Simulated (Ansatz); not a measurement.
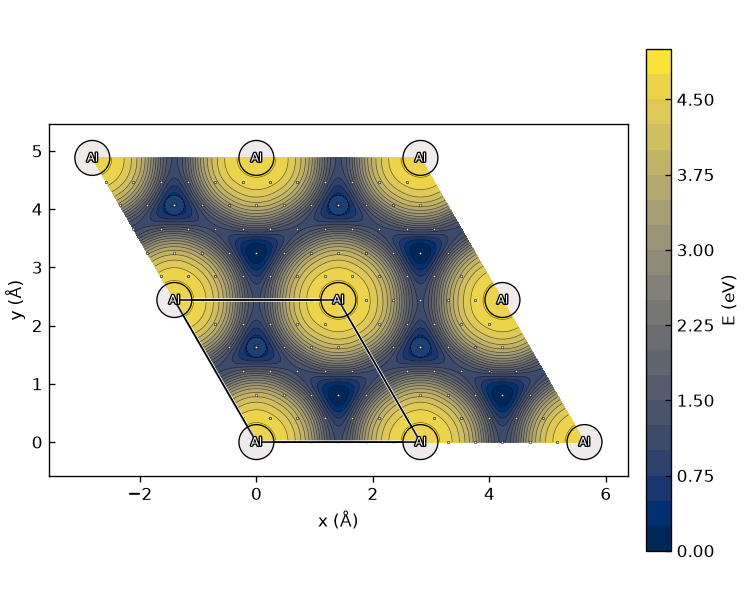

O on an Al(111) slab cut from the Fm-3m phase, its upper half relaxed before the scan (3 atoms of substrate and one adsorbate in a 1 × 1 cell). 
- O is moved over the surface cell; relaxed at each place: the height of the adsorbate's atoms; substrate rigid; the origin of the map has the adsorbate above Al3.
- Places are given modulo a cell vector. The map is drawn in real space over the plane of the surface.
- The grid has 6 × 6 points; 10 points were computed and 26 follow by symmetry.
- Energies: eV, counted from the lowest grid point.
- With one adsorbate in each 1 × 1 cell, its nearest image is 2.8 Å away, so neighbouring adsorbates interact.
- Computed with Ansatz, DFT LDA, scalar-relativistic, plane waves, PAW. Settings: cutoff 420 eV, k-mesh 12×12×1, gaussian smearing 0.1 eV, no spin polarisation.

The picture shows filled contours, dots at the grid points, labelled circles for the atoms of the top layer and small ones for the second layer, the outline of one cell of the 2 × 2 shown. Between grid points the surface is interpolated.

The lowest grid point is at a threefold hollow over a third-layer Al atom, (4/6, 2/6) of the cell vectors. A higher local minimum lies near a threefold hollow over a second-layer Al atom, (2/6, 4/6) of the cell vectors (0.23 eV above the lowest at that grid point). The highest grid point, the top site over a surface Al atom, (0/6, 0/6) of the cell vectors, lies 4.88 eV above the lowest. On the interpolated surface the easiest way out of the lowest well to the well at a threefold hollow over a second-layer Al atom, (2/6, 4/6) of the cell vectors passes a barrier of about 1.2 eV. At the lowest point the adsorbate has 3 Al at 1.78 Å as nearest neighbours, at the highest 1 Al at 1.66 Å. Its relaxed height above the top atom is 0.71 Å at the lowest and 1.66 Å at the highest point.

The level of theory is changed to Ansatz 0.2.0, DFT PBE, scalar-relativistic, plane waves, PAW; with it change k-mesh 9×9×1 (before 12×12×1), the cell, relaxed at the new level (first cell vector 2.857 Å, before 2.817 Å). With one adsorbate in each 1 × 1 cell, its nearest image is 2.9 Å away, so neighbouring adsorbates interact.

**What does this change do to the map?**

The lowest place stays at a threefold hollow over a third-layer Al atom, (4/6, 2/6) of the cell vectors. The span from the lowest to the highest grid point shrinks from 4.88 to 4.53 eV. The easiest pass out of the lowest well goes from about 1.2 to about 1.1 eV on the interpolated surfaces. Higher wells of the new map: a threefold hollow over a second-layer Al atom, (2/6, 4/6) of the cell vectors, 0.17 eV up (that grid point lay 0.23 eV up before). In the new map: at the lowest point the adsorbate has 3 Al at 1.80 Å as nearest neighbours, at the highest 1 Al at 1.68 Å. Its relaxed height above the top atom is 0.73 Å at the lowest and 1.68 Å at the highest point.

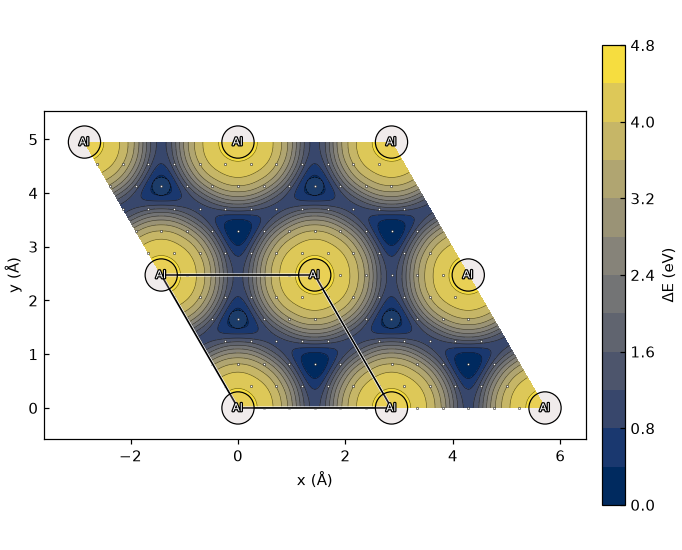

The map after the change, on a colour scale of its own. The picture shows filled contours, dots at the grid points, labelled circles for the atoms of the top layer and small ones for the second layer, the outline of one cell of the 2 × 2 shown. Between grid points the surface is interpolated.
